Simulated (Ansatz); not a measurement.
## FeCo: single-point calculation (part 1 of 2)

The run: single-point calculation of FeCo (12 atoms in the cell). Method and program: DFT PBE, scalar-relativistic, plane waves, PAW, spin-polarised (Ansatz 0.2.0).

The structure derives from an entry of the Crystallography Open Database. It belongs to a series of runs on one base structure; here: bulk in the cell of the (2 1 1) plane. Figures and captions count atoms from 1; the log counts them from 0 in places.

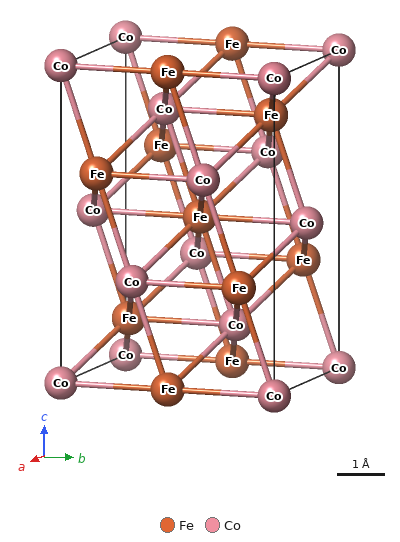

*The structure (ball-and-stick view of the cell of the calculation, seen slightly off an axis). An atom can appear more than once, as a periodic image.*

Near neighbours in the periodic cell (some may lie outside the picture): Fe has 8 Co at 2.46 Å; Co has 8 Fe at 2.46 Å.

### Input file
```yaml
crystal:
  lattice:
    - [4.0232648165, 0.0, 0.0]
    - [0.0, 4.9274729503, 0.0]
    - [0.0, 0.0, 6.9684990745]
  atoms:
    - { symbol: Fe, position: [0.0, 0.5, 1.0], spin: 3.09 }
    - { symbol: Fe, position: [0.5, 0.1666666667, 0.1666666667], spin: 3.09 }
    - { symbol: Fe, position: [0.0, 0.8333333333, 0.3333333333], spin: 3.09 }
    - { symbol: Fe, position: [0.5, 0.5, 0.5], spin: 3.09 }
    - { symbol: Fe, position: [1.0, 0.1666666667, 0.6666666667], spin: 3.09 }
    - { symbol: Fe, position: [0.5, 0.8333333333, 0.8333333333], spin: 3.09 }
    - { symbol: Co, position: [0.0, 0.0, 0.0], spin: 2.02 }
    - { symbol: Co, position: [0.5, 0.6666666667, 0.1666666667], spin: 2.02 }
    - { symbol: Co, position: [0.0, 0.3333333333, 0.3333333333], spin: 2.02 }
    - { symbol: Co, position: [0.5, 1.0, 0.5], spin: 2.02 }
    - { symbol: Co, position: [0.0, 0.6666666667, 0.6666666667], spin: 2.02 }
    - { symbol: Co, position: [0.5, 0.3333333333, 0.8333333333], spin: 2.02 }
basis:
  ecutwfc: 420
kpoints:
  mp_grid: { grid: [8, 8, 6] }
hamiltonian:
  xc: pbe
scf:
  occupations: { method: gaussian, width: 0.1 }
output:
  forces: true
  stress: true
  eigenvalues: true
  populations: true
magnetization:
  spin_polarized: true
```

Run on 4 threads of Intel Xeon @ 2.50GHz (Skylake/Cascade Lake), 189 GiB of memory available, shared host.

Run as:
```bash
ansatz run input.yaml --threads 4 --pin off --max-ram 11264MiB --backend cpu --events-out ev --progress --plain --runs-dir out
```

### Log
```
Engine: ansatz 0.2.0, x86_64-unknown-linux-gnu
Pseudopotentials: kind: paw
Pseudopotential: Fe, paw, valence charge 16, recommended cutoff 420 eV (normal), Fe.paw.azcp
Pseudopotential: Co, paw, valence charge 17, recommended cutoff 420 eV (normal), Co.paw.azcp
Functional definition: PBE
  parameter kappa = 0.804
  parameter beta = 0.06672455060314922
  exchange = pbe_x(kappa = kappa, mu = beta*pi^2/3)
  correlation = pbe_c(beta = beta)
Crystal: 12 atoms, lattice volume = 138.147 Å³
Basis set: ecut = 420 eV, 2743 PW (Γ), exchange–correlation on 54×72×96 points (8 copies of the dense FFT grid, shifted against one another)
Bands: 138, of which v1, the nominal top of the filled ones, is band 99 counted from 1 (98 counted from 0)
Symmetry: 24 space group operations
Space group: Pm-3m (ITA 221), of the structure as read, at distance tolerance 5.2e-5 Å
Magnetic group: BNS 221.92 (UNI 1594), of the structure as read, at distance tolerance 5.2e-5 Å
k-points: 130 of 384
Non-local potential: Fe, projectors of the file, l = 0: 3, l = 1: 2, l = 2: 3, l = 3: 1
Non-local potential: Co, projectors of the file, l = 0: 3, l = 1: 2, l = 2: 3, l = 3: 1
PAW form: soft (Blöchl's): semilocal exchange-correlation on the pseudo side does not see the compensation charge
PAW one-centre angular grid: Fe, 590 points (default); XC on 64 Gauss nodes
PAW one-centre angular grid: Co, 590 points (default); XC on 64 Gauss nodes
Initial density: superposition of atomic densities (chi_scale 0.1, normalization cell)
Starting moments: Σ|m| = 30.66 μB on 12 of 12 sites
Initial wavefunctions: pseudopotential atomic-orbital guess
Functional: x = pbe(κ = 0.804, μ = 0.2195149727645171), c = pbe(β = 0.06672455060314922)
SCF iter   1: F=—  HF=-57638.065574 eV  |F-HF|=—  |Δ(HF+E_count)|=         —  Δρ=8.71e-2 (↑3.83e-2 ↓8.71e-2)  dr2=1.18e1  dr2_m=1.33e0  M=28.459 μB ∫|m|=28.955 μB  β_m=0.30  ethr=3.10e-3  ⟨swp⟩=4.8  Hψ=111272  notcnv=0  defer=1047
Mixer restart at iter 1: flushing history
preconditioner: auto → Kerker (q_TF=auto, 2.897 Å⁻¹)  [metal: Δε(μ)=0.009 eV  Ē_g=8.466 eV  σ=0.100 eV  W_gap=0.05  n_scr=52 (ndim 8)  ℏωp=31.9 eV  f_vac=0.000  D(μ)=5.99/eV (n_scr^D=52)]
spin=Collinear: Kerker preconditioning applied to the charge; magnetization (m = ρ↑ − ρ↓) channel mixes plain (no charge-response kernel on spin).
SCF iter   2: F=—  HF=-57634.677545 eV  |F-HF|=—  |Δ(HF+E_count)|=    3.39e0  Δρ=4.31e-2 (↑1.43e-2 ↓4.31e-2)  dr2=1.44e0  dr2_m=8.27e-1  M=28.510 μB ∫|m|=29.229 μB  β_m=0.39  ethr=3.10e-3  ⟨swp⟩=2.1  Hψ=55206  notcnv=0  defer=4846
SCF iter   3: F=—  HF=-57637.743883 eV  |F-HF|=—  |Δ(HF+E_count)|=    3.07e0  Δρ=1.67e-2 (↑1.55e-2 ↓1.67e-2)  dr2=1.43e-1  dr2_m=2.44e-1  M=28.149 μB ∫|m|=29.180 μB  β_m=0.58  ethr=7.26e-4  ⟨swp⟩=2.1  Hψ=48417  notcnv=0  defer=4846
SCF iter   4: F=—  HF=-57640.193910 eV  |F-HF|=—  |Δ(HF+E_count)|=    2.45e0  Δρ=1.33e-2 (↑1.03e-2 ↓1.33e-2)  dr2=4.38e-1  dr2_m=2.93e-2  M=27.591 μB ∫|m|=28.959 μB  β_m=0.69  ethr=7.22e-5  ⟨swp⟩=2.3  Hψ=67876  notcnv=0  defer=4903
SCF iter   5: F=—  HF=-57640.556311 eV  |F-HF|=—  |Δ(HF+E_count)|=   3.62e-1  Δρ=7.66e-3 (↑7.66e-3 ↓5.56e-3)  dr2=1.44e-1  dr2_m=6.20e-3  M=27.409 μB ∫|m|=28.899 μB  β_m=0.68  ethr=7.22e-5  ⟨swp⟩=2.0  Hψ=69314  notcnv=0  defer=4903
SCF iter   6: F=—  HF=-57640.614014 eV  |F-HF|=—  |Δ(HF+E_count)|=   5.77e-2  Δρ=1.94e-3 (↑1.44e-3 ↓1.94e-3)  dr2=5.29e-3  dr2_m=1.45e-3  M=27.308 μB ∫|m|=28.853 μB  β_m=0.84  ethr=7.22e-5  ⟨swp⟩=2.0  Hψ=54173  notcnv=0  defer=4899
SCF iter   7: F=—  HF=-57640.622734 eV  |F-HF|=—  |Δ(HF+E_count)|=   8.72e-3  Δρ=1.46e-3 (↑4.19e-4 ↓1.46e-3)  dr2=3.67e-3  dr2_m=5.30e-4  M=27.273 μB ∫|m|=28.858 μB  β_m=0.83  ethr=2.67e-6  ⟨swp⟩=2.0  Hψ=59170  notcnv=0  defer=4899
SCF iter   8: F=—  HF=-57640.622241 eV  |F-HF|=—  |Δ(HF+E_count)|=   4.93e-4  Δρ=6.92e-4 (↑3.38e-4 ↓6.92e-4)  dr2=6.93e-4  dr2_m=9.46e-5  M=27.272 μB ∫|m|=28.858 μB  β_m=0.91  ethr=1.85e-6  ⟨swp⟩=2.0  Hψ=49201  notcnv=0  defer=4899
SCF iter   9: F=—  HF=-57640.622562 eV  |F-HF|=—  |Δ(HF+E_count)|=   3.21e-4  Δρ=2.85e-4 (↑1.17e-4 ↓2.85e-4)  dr2=1.47e-4  dr2_m=1.04e-5  M=27.263 μB ∫|m|=28.853 μB  β_m=0.96  ethr=3.50e-7  ⟨swp⟩=2.0  Hψ=50588  notcnv=0  defer=4899
SCF iter  10: F=—  HF=-57640.622575 eV  |F-HF|=—  |Δ(HF+E_count)|=   1.30e-5  Δρ=1.00e-4 (↑1.00e-4 ↓5.90e-5)  dr2=1.54e-5  dr2_m=1.22e-6  M=27.264 μB ∫|m|=28.854 μB  β_m=0.85  ethr=7.42e-8  ⟨swp⟩=2.0  Hψ=47347  notcnv=0  defer=4899
SCF iter  11: F=—  HF=-57640.622566 eV  |F-HF|=—  |Δ(HF+E_count)|=   9.16e-6  Δρ=2.98e-5 (↑1.88e-5 ↓2.98e-5)  dr2=2.32e-6  dr2_m=8.78e-8  M=27.264 μB ∫|m|=28.854 μB  β_m=0.84  ethr=7.79e-9  ⟨swp⟩=2.3  Hψ=55978  notcnv=0  defer=4899
SCF iter  12: F=—  HF=-57640.622566 eV  |F-HF|=—  |Δ(HF+E_count)|=   8.77e-8  Δρ=9.43e-6 (↑5.35e-6 ↓9.43e-6)  dr2=1.72e-7  dr2_m=8.43e-9  M=27.264 μB ∫|m|=28.854 μB  β_m=0.87  ethr=1.17e-9  ⟨swp⟩=2.0  Hψ=47472  notcnv=0  defer=4899
SCF iter  13: F=—  HF=-57640.622566 eV  |F-HF|=—  |Δ(HF+E_count)|=   1.27e-8  Δρ=1.35e-6 (↑1.35e-6 ↓1.33e-6)  dr2=5.89e-9  dr2_m=7.00e-11  M=27.264 μB ∫|m|=28.854 μB  β_m=0.94  ethr=8.71e-11  ⟨swp⟩=2.1  Hψ=49370  notcnv=0  defer=4899
SCF iter  14: F=-57640.622566 eV  HF=-57640.622566 eV  |F-HF|=4.17e-9  |Δ(HF+E_count)|=  1.09e-10  Δρ=1.43e-6 (↑3.83e-7 ↓1.43e-6)  dr2=4.26e-9  dr2_m=3.66e-10  M=27.264 μB ∫|m|=28.854 μB  ethr=2.97e-12  ⟨swp⟩=6.8  Hψ=154650  notcnv=0
SCF 1 converged in 14 iterations: F = -57640.622566 eV  dr2 = 4.26e-9
  greatest PAW one-centre occupation: 1.002 electrons in one spin orbital (limit 2), on the Fe atom at site 5 (counted from 0), in its partial waves of l = 1
```

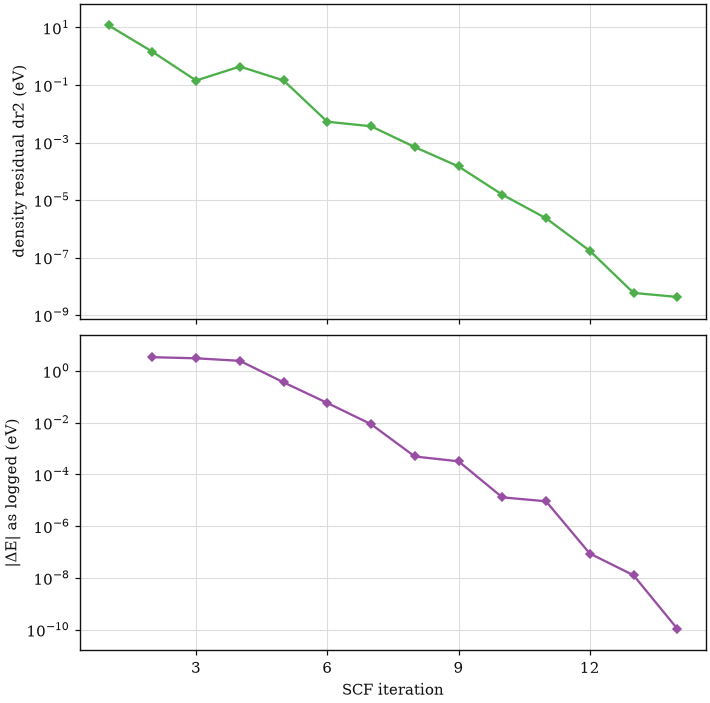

*Convergence of the self-consistent field: density residual dr2 and size of the energy change against the SCF iteration.*

The residual comes down, with one marked jump up, by a factor of about 3, at step 4.

```
SCF converged after 14 iterations
Magnetization: 27.2640 μB (112.6320 up, 85.3680 down)
Absolute magnetization: 28.8572 μB (∫|ρ↑−ρ↓|, with the PAW one-centre terms)
Spin contamination: 0.4914 ħ² per cell (⟨S²⟩ above its minimum at these occupations)
Per-site moments (μB) at R_I (Å): [(2.812984593511641, 1.0162912959923591), (2.8129845935116395, 1.0162912959923591), (2.812984593511641, 1.0162912959923591), (2.8129845935116404, 1.0162912959923591), (2.8129845935116404, 1.0162912959923591), (2.8129845935116404, 1.0162912959923591), (1.8352623469061375, 1.0162912959923591), (1.835262346906137, 1.0162912959923591), (1.8352623469061375, 1.0162912959923591), (1.835262346906137, 1.0162912959923591), (1.8352623469061375, 1.0162912959923591), (1.835262346906137, 1.0162912959923591)]
Free energy (F): -57640.622566 eV
Harris-Foulkes:  -57640.622566 eV  (|F-HF|=4.17e-9)
Internal energy: -57640.578833 eV  (E = F + TS)
E sigma→0 (E₀):  -57640.600700 eV
Entropy (-TS):   -0.043733 eV (-3.644 meV/atom)
Fermi energy:    18.364218 eV
--- Per-component energies (eV) ---
  E_band       = -2885.934555
  E_kinetic    = 4804.165046
  E_local      = -30001.236933  (includes V_loc(G=0)·N_el)
  E_nonlocal   = 4047.893219
  E_hartree    = 12564.333265
  E_xc         = -1656.476275
  E_vxc        = -2135.243450  (∫ρ·V_xc dr)
  E_paw        = -17294.151444  (= ΣΔE_a)
  E_vpaw       = -4730.183239  (= ΣTr[D̂ρ^β])
  E_aug_tail   = 0.004276  (compensation charges beyond the density's cutoff)
  E_ewald      = -30105.109987
  E_smearing   = -0.043733  (= −TS)
  E_closure    = -0.000000  (closes the sum)
  Σ components = -57640.622566   (vs F -57640.622566, Δ=0.00e0)
--- Forces (eV/Å), atoms counted from 1 ---
  atom   1  Fe     0.00000000     0.00000000     0.00000000
  atom   2  Fe     0.00000000    -0.00000000    -0.00000000
  atom   3  Fe     0.00000000     0.00000000     0.00000000
  atom   4  Fe     0.00000000     0.00000000     0.00000000
  atom   5  Fe     0.00000000    -0.00000000    -0.00000000
  atom   6  Fe     0.00000000     0.00000000     0.00000000
  atom   7  Co     0.00000000     0.00000000     0.00000000
  atom   8  Co    -0.00000000    -0.00000000    -0.00000000
  atom   9  Co     0.00000000     0.00000000     0.00000000
  atom  10  Co    -0.00000000     0.00000000     0.00000000
  atom  11  Co    -0.00000000    -0.00000000    -0.00000000
  atom  12  Co     0.00000000     0.00000000     0.00000000
  max |Σ_I F_I| component: 8.26e-27 eV/Å
--- Stress (GPa, compression-positive) ---
        0.025586       0.000000       0.000000
       -0.000000       0.301835       0.107898
       -0.000000       0.107898       0.042812
  P = ⅓ Tr σ = 0.1234 GPa (1.234 kbar)
--- Band table (eV; the first three rows and the last of 260) ---
  k-point 0 ↑: bands = ["-78.1182", "-78.1142", "-78.1142", "-78.1121", "-78.1113", "-78.1113", "-70.6325", "-70.6267", "-70.6267", "-70.6230", "-70.6219", "-70.6219", "-41.3941", "-41.3935", "-41.3826", "-41.3826", "-41.3794", "-41.3794", "-41.3792", "-41.3792", "-41.3789", "-41.3789", "-41.3618", "-41.3618", "-41.3616", "-41.3616", "-41.3569", "-41.3568", "-41.3557", "-41.3476", "-36.6851", "-36.6845", "-36.6777", "-36.6777", "-36.6727", "-36.6727", "-36.6725", "-36.6725", "-36.6709", "-36.6709", "-36.6460", "-36.6460", "-36.6447", "-36.6447", "-36.6342", "-36.6339", "-36.6331", "-36.6276", "9.2124", "12.1074", "12.1074", "12.7045", "12.8956", "12.9080", "12.9084", "13.8198", "13.8198", "13.8543", "13.8543", "13.9262", "13.9262", "14.0861", "14.0861", "14.2450", "14.2450", "14.2499", "14.2499", "14.2501", "14.2501", "14.5402", "14.5402", "14.5403", "14.5403", "14.6899", "14.6899", "14.7890", "14.7890", "15.0687", "15.0687", "15.2305", "15.2310", "15.2313", "16.0813", "16.0813", "16.3117", "16.3298", "16.3303", "16.4004", "16.4153", "16.4153", "16.4153", "16.4153", "16.4497", "16.4497", "16.4727", "16.5069", "16.5069", "16.6001", "16.6454", "16.6454", "16.6461", "16.6461", "16.9558", "16.9558", "17.1569", "17.1569", "17.4478", "17.4484", "17.4486", "17.6942", "17.6942", "18.0995", "18.0998", "19.3541", "19.3541", "21.4043", "21.4043", "24.1075", "24.1075", "24.1077", "24.1077", "24.3602", "24.5487", "26.5392", "26.5392", "27.3005", "27.3006", "27.3011", "27.3749", "27.3749", "28.1912", "28.1912", "30.4078", "30.4078", "30.4079", "30.4079", "31.6309", "31.6309"]
```
